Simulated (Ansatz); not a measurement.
## Run report: Hf32O64, single-point calculation (part 2 of 2)

Continued. System: Hf32O64 (P1, 96 atoms in the cell). Method: DFT, PBEsol, PAW, plane waves (Ansatz 0.2.0); cutoff 420 eV, 1×1×1 k-mesh, Fermi–Dirac smearing of 0.01 eV. The structure was built on a prototype by a generator.

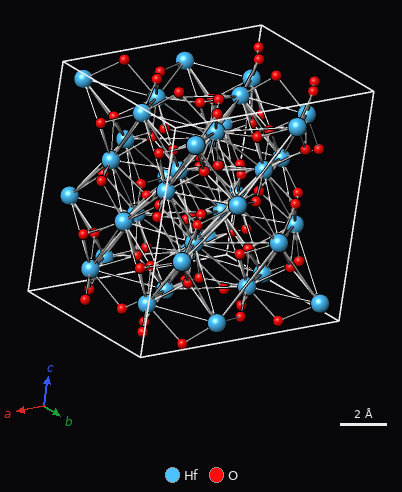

*The structure (ball-and-stick view of the cell of the calculation, seen at an oblique angle).*

**Output, continued**
```
  k-point 0: bands = ["-46.4988", "-46.0124", "-45.7725", "-45.6316", "-45.5696", "-45.5356", "-45.5311", "-45.5274", "-45.4571", "-45.3332", ... 520 levels left out ..., "12.8290", "12.8678", "12.8837", "12.9068", "12.9303", "12.9544", "12.9925", "13.0411", "13.0681", "13.1110", "13.1376", "13.1599", "13.1753", "13.2051", "13.2181", "13.2470", "13.2593", "13.2753", "13.3104", "13.3551", "13.3908", "13.4204", "13.4542", "13.4772", "13.5089", "13.5146", "13.5186", "13.5386", "13.5801",
      "13.5927", "13.6416", "13.6641", "13.6957", "13.7286", "13.7724", "13.7817", "13.8318", "13.8504", "13.8638", "13.8787", "13.9145", "13.9307", "13.9709", "13.9871", "14.0160", "14.0568", "14.0862", "14.1164", "14.1320", "14.1590", "14.1948", "14.2085", "14.2593", "14.2627", "14.3179", "14.3470", "14.3893", "14.4142", "14.4499", "14.4659", "14.4880", "14.5214", "14.5913", "14.6086", "14.6446", "14.6718", "14.7244", "14.7721", "14.8017",
      "14.8481", "14.9159", "14.9545", "14.9649", "14.9809", "15.0417", "15.0836", "15.2513", "15.4077", "18.3206", "18.6370", "18.8708", "19.0545", "19.1121", "19.2984", "19.3113", "19.4320", "19.4778", "19.5687", "19.7408", "19.7564", "19.7885", "19.8038", "19.8609", "19.9216", "19.9869", "20.0356", "20.0972", "20.1474", "20.1709", "20.2610", "20.2906", "20.3417", "20.3783", "20.4056", "20.4169", "20.4865", "20.5541", "20.5718", "20.6003",
      "20.6382", "20.6863", "20.7300", "20.7720", "20.8097", "20.8362", "20.8515", "20.8887", "20.9453", "20.9630", "21.0192", "21.0799", "21.0952", "21.1375", "21.1724", "21.2051", "21.2508", "21.3013", "21.3268", "21.3647", "21.4243", "21.4525", "21.4706", "21.5077", "21.5482", "21.5725", "21.6171", "21.6299", "21.6554", "21.7011", "21.7448", "21.7591", "21.7818", "21.8169", "21.8452", "21.8885", "21.9446", "22.0034", "22.0299", "22.0407",
      "22.0694", "22.1149", "22.1535", "22.1776", "22.2386", "22.2530", "22.2842", "22.3374", "22.3804", "22.4197", "22.4349", "22.4611", "22.5057", "22.5311", "22.5442", "22.6153", "22.6491", "22.7318", "22.7670", "22.7902", "22.7977", "22.8290", "22.8889", "22.9232", "22.9820", "23.0179", "23.0615", "23.1156", "23.1342", "23.1651", "23.2217", "23.2584", "23.3057", "23.3455", "23.3952", "23.4168", "23.4633", "23.5308", "23.5659", "23.5869",
      "23.6257", "23.6699", "23.6782", "23.7418", "23.7968", "23.8334", "23.8776", "23.9048", "23.9318", "23.9819", "24.0739"]
--- Löwdin populations: 96 sites ---
  site symbol       q [e]
     0     Hf     24.6621
     1     Hf     24.6960
     2     Hf     24.7012
     3     Hf     24.7585
     4     Hf     24.6690
     5     Hf     24.6626
     6     Hf     24.7527
     7     Hf     24.7572
     8     Hf     24.7282
     9     Hf     24.6675
    10     Hf     24.6409
    11     Hf     24.6702
    12     Hf     24.7133
    13     Hf     24.7070
    14     Hf     24.6563
    15     Hf     24.7127
    16     Hf     24.7066
    17     Hf     24.6717
    18     Hf     24.6701
    19     Hf     24.6650
    20     Hf     24.6851
    21     Hf     24.6590
    22     Hf     24.6328
    23     Hf     24.6765
    24     Hf     24.6383
    25     Hf     24.6339
    26     Hf     24.5999
    27     Hf     24.6654
    28     Hf     24.6353
    29     Hf     24.7212
    30     Hf     24.6394
    31     Hf     24.6447
    32      O      6.5706
    33      O      6.6183
    34      O      6.6012
    35      O      6.6339
    36      O      6.5661
    37      O      6.6053
    38      O      6.5627
    39      O      6.5752
    40      O      6.6162
    41      O      6.6175
    42      O      6.5863
    43      O      6.5519
    44      O      6.6320
    45      O      6.4729
    46      O      6.5673
    47      O      6.5918
    48      O      6.5469
    49      O      6.6186
    50      O      6.5971
    51      O      6.5719
    52      O      6.6141
    53      O      6.6187
    54      O      6.5964
    55      O      6.6406
    56      O      6.6184
    57      O      6.5369
    58      O      6.5161
    59      O      6.5983
    60      O      6.5865
    61      O      6.5853
    62      O      6.5973
    63      O      6.5859
    64      O      6.6398
    65      O      6.6411
    66      O      6.6516
    67      O      6.6300
    68      O      6.6570
    69      O      6.5784
    70      O      6.6458
    71      O      6.6178
    72      O      6.6432
    73      O      6.6483
    74      O      6.6239
    75      O      6.6655
    76      O      6.6295
    77      O      6.6355
    78      O      6.6662
    79      O      6.6413
    80      O      6.6566
    81      O      6.6144
    82      O      6.6693
    83      O      6.5873
    84      O      6.5857
    85      O      6.6875
    86      O      6.6692
    87      O      6.6541
    88      O      6.6310
    89      O      6.6640
    90      O      6.6457
    91      O      6.6450
    92      O      6.5775
    93      O      6.6363
    94      O      6.6284
    95      O      6.6337
  spilling = 0.002550 (of n_electrons = 1216.000000)
```

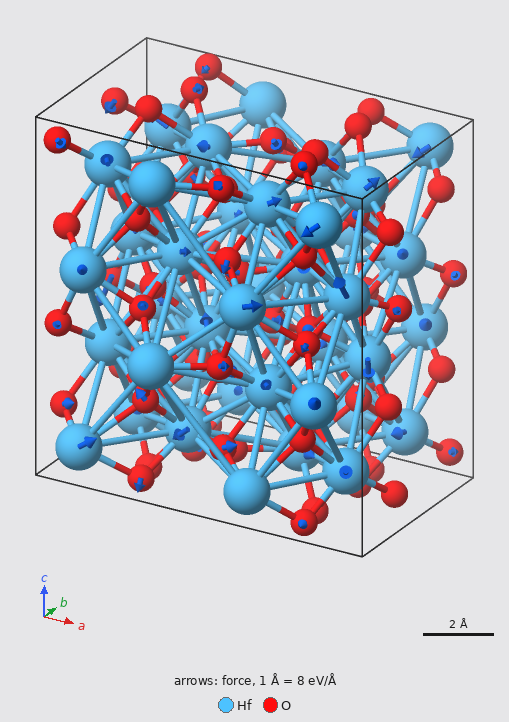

*Forces on the atoms as blue arrows (ball-and-stick view of the cell of the calculation, seen slightly off an axis); the smallest are left out.*

The largest act on Hf4 (11.11 eV/Å); O59 (9.80 eV/Å); Hf14 (7.95 eV/Å); Hf13 (7.15 eV/Å), among others. Atoms are counted from 1 in the order of the input and aren't labelled in the picture. 

This output came from the following input.

**Input file**
```yaml
crystal:
  lattice:
    - [9.988193, 0.000000, -0.027559]
    - [0.000000, 10.145992, 0.000000]
    - [-1.730651, 0.000000, 10.398275]
  atoms:
    - { symbol: Hf, position: [0.125103, 0.021985, 0.102052] }
    - { symbol: Hf, position: [0.136019, 0.027630, 0.597852] }
    - { symbol: Hf, position: [0.132463, 0.524697, 0.090811] }
    - { symbol: Hf, position: [0.123555, 0.521099, 0.591462] }
    - { symbol: Hf, position: [0.641241, 0.016327, 0.097173] }
    - { symbol: Hf, position: [0.626870, 0.017814, 0.607863] }
    - { symbol: Hf, position: [0.628931, 0.533047, 0.101918] }
    - { symbol: Hf, position: [0.643074, 0.518575, 0.619705] }
    - { symbol: Hf, position: [0.373064, 0.274447, 0.152431] }
    - { symbol: Hf, position: [0.350022, 0.273793, 0.643724] }
    - { symbol: Hf, position: [0.362514, 0.777412, 0.143498] }
    - { symbol: Hf, position: [0.364734, 0.772614, 0.650394] }
    - { symbol: Hf, position: [0.860708, 0.260656, 0.149989] }
    - { symbol: Hf, position: [0.855474, 0.285287, 0.630148] }
    - { symbol: Hf, position: [0.866631, 0.775205, 0.147284] }
    - { symbol: Hf, position: [0.859988, 0.779314, 0.639104] }
    - { symbol: Hf, position: [0.363185, 0.478657, 0.386593] }
    - { symbol: Hf, position: [0.363224, 0.488294, 0.891266] }
    - { symbol: Hf, position: [0.359059, 0.979017, 0.390424] }
    - { symbol: Hf, position: [0.360285, 0.986398, 0.898125] }
    - { symbol: Hf, position: [0.857072, 0.469045, 0.415915] }
    - { symbol: Hf, position: [0.848628, 0.471036, 0.888196] }
    - { symbol: Hf, position: [0.854109, 0.990206, 0.390112] }
    - { symbol: Hf, position: [0.872079, 0.985811, 0.900162] }
    - { symbol: Hf, position: [0.141597, 0.238720, 0.350185] }
    - { symbol: Hf, position: [0.147142, 0.218169, 0.853734] }
    - { symbol: Hf, position: [0.130996, 0.726219, 0.362040] }
    - { symbol: Hf, position: [0.157144, 0.728739, 0.846879] }
    - { symbol: Hf, position: [0.638708, 0.216907, 0.342454] }
    - { symbol: Hf, position: [0.631404, 0.228237, 0.850522] }
    - { symbol: Hf, position: [0.637296, 0.725079, 0.361520] }
    - { symbol: Hf, position: [0.626043, 0.742769, 0.849147] }
    - { symbol: O, position: [0.027383, 0.173124, 0.166394] }
    - { symbol: O, position: [0.037322, 0.170625, 0.666448] }
    - { symbol: O, position: [0.039463, 0.662602, 0.169874] }
    - { symbol: O, position: [0.032496, 0.673777, 0.659553] }
    - { symbol: O, position: [0.520932, 0.155598, 0.160394] }
    - { symbol: O, position: [0.529673, 0.170356, 0.682752] }
    - { symbol: O, position: [0.538502, 0.656345, 0.175371] }
    - { symbol: O, position: [0.534749, 0.663362, 0.665018] }
    - { symbol: O, position: [0.463546, 0.425189, 0.084888] }
    - { symbol: O, position: [0.478454, 0.422049, 0.580464] }
    - { symbol: O, position: [0.462752, 0.920342, 0.068861] }
    - { symbol: O, position: [0.473081, 0.920323, 0.572597] }
    - { symbol: O, position: [0.958467, 0.411557, 0.074775] }
    - { symbol: O, position: [0.969762, 0.414928, 0.594658] }
    - { symbol: O, position: [0.956118, 0.916539, 0.080044] }
    - { symbol: O, position: [0.968648, 0.913816, 0.581812] }
    - { symbol: O, position: [0.450694, 0.338222, 0.323049] }
    - { symbol: O, position: [0.465746, 0.329984, 0.831732] }
    - { symbol: O, position: [0.463980, 0.840382, 0.318432] }
    - { symbol: O, position: [0.466248, 0.839118, 0.829288] }
    - { symbol: O, position: [0.967572, 0.330185, 0.338052] }
    - { symbol: O, position: [0.970574, 0.338289, 0.824998] }
    - { symbol: O, position: [0.962040, 0.826231, 0.332679] }
    - { symbol: O, position: [0.957920, 0.832815, 0.833547] }
    - { symbol: O, position: [0.045474, 0.070214, 0.419910] }
    - { symbol: O, position: [0.042124, 0.071498, 0.929571] }
    - { symbol: O, position: [0.040487, 0.569648, 0.440032] }
    - { symbol: O, position: [0.046613, 0.576183, 0.928023] }
    - { symbol: O, position: [0.540690, 0.065442, 0.412482] }
    - { symbol: O, position: [0.539421, 0.080019, 0.906156] }
    - { symbol: O, position: [0.529292, 0.576492, 0.426513] }
    - { symbol: O, position: [0.530614, 0.579358, 0.927272] }
    - { symbol: O, position: [0.228477, 0.379134, 0.246722] }
    - { symbol: O, position: [0.218057, 0.391707, 0.722666] }
    - { symbol: O, position: [0.219427, 0.883790, 0.235876] }
    - { symbol: O, position: [0.228105, 0.874187, 0.746654] }
    - { symbol: O, position: [0.714954, 0.394445, 0.223755] }
    - { symbol: O, position: [0.723948, 0.384872, 0.739121] }
    - { symbol: O, position: [0.730656, 0.872428, 0.245961] }
    - { symbol: O, position: [0.733272, 0.869651, 0.729437] }
    - { symbol: O, position: [0.279195, 0.128025, 0.026603] }
    - { symbol: O, position: [0.288253, 0.114845, 0.506523] }
    - { symbol: O, position: [0.275761, 0.617840, 0.002033] }
    - { symbol: O, position: [0.287202, 0.638202, 0.507511] }
    - { symbol: O, position: [0.773788, 0.141807, 0.012985] }
    - { symbol: O, position: [0.785727, 0.129795, 0.515893] }
    - { symbol: O, position: [0.773389, 0.629005, 0.012118] }
    - { symbol: O, position: [0.781449, 0.621637, 0.519054] }
    - { symbol: O, position: [0.293802, 0.124893, 0.249517] }
    - { symbol: O, position: [0.271121, 0.115148, 0.753948] }
    - { symbol: O, position: [0.286512, 0.621281, 0.250608] }
    - { symbol: O, position: [0.268180, 0.619261, 0.761927] }
    - { symbol: O, position: [0.775655, 0.117536, 0.251656] }
    - { symbol: O, position: [0.775325, 0.130226, 0.761980] }
    - { symbol: O, position: [0.777621, 0.620242, 0.253231] }
    - { symbol: O, position: [0.764303, 0.638855, 0.761479] }
    - { symbol: O, position: [0.229328, 0.382840, 0.496315] }
    - { symbol: O, position: [0.220517, 0.368952, 0.991918] }
    - { symbol: O, position: [0.230819, 0.863621, 0.506614] }
    - { symbol: O, position: [0.233053, 0.871826, 0.000409] }
    - { symbol: O, position: [0.706834, 0.388316, 0.482876] }
    - { symbol: O, position: [0.731029, 0.364637, 0.986371] }
    - { symbol: O, position: [0.717804, 0.856736, 0.489911] }
    - { symbol: O, position: [0.724076, 0.890197, 0.984046] }
kpoints:
  mp_grid: { grid: [1, 1, 1] }
hamiltonian:
  xc: pbesol
scf:
  occupations: { method: fermi_dirac, width: 0.01 }
output:
  forces: true
  eigenvalues: true
  stress: true
  populations: true
  eigenstates: { kpoints: [[0, 0, 0]], e_range: [-6.0, 6.0], localisation: true }
```

Run as:
```bash
ansatz run in.yaml --threads 7 --pin off --max-ram 13300MiB --runs-dir r --events-out ev --progress --plain
```

**Summary**

```json
{"quantity": "outcome", "value": "converged"}
{"quantity": "space group (tolerance 0.01 Å)", "value": "P1 (1)"}
{"quantity": "electrons treated", "value": "1216"}
{"quantity": "free energy", "value": "−535188.2739 eV"}
{"quantity": "Fermi energy", "value": "16.864 eV"}
{"quantity": "pressure", "value": "18.31 GPa"}
{"quantity": "largest force (length of the vector)", "value": "11.111 eV/Å"}
{"quantity": "hardware", "value": "7 threads of Arm Neoverse-V2, 14 GiB of memory available, shared host"}
{"quantity": "wall time", "value": "81 s (CPU time 6 min)"}
{"quantity": "peak memory", "value": "4.5 GiB"}
```

**Notes**

Spin–orbit coupling is left out, which matters for Hf. The k-point mesh is coarse for a cell of this size, so the results may not be converged.
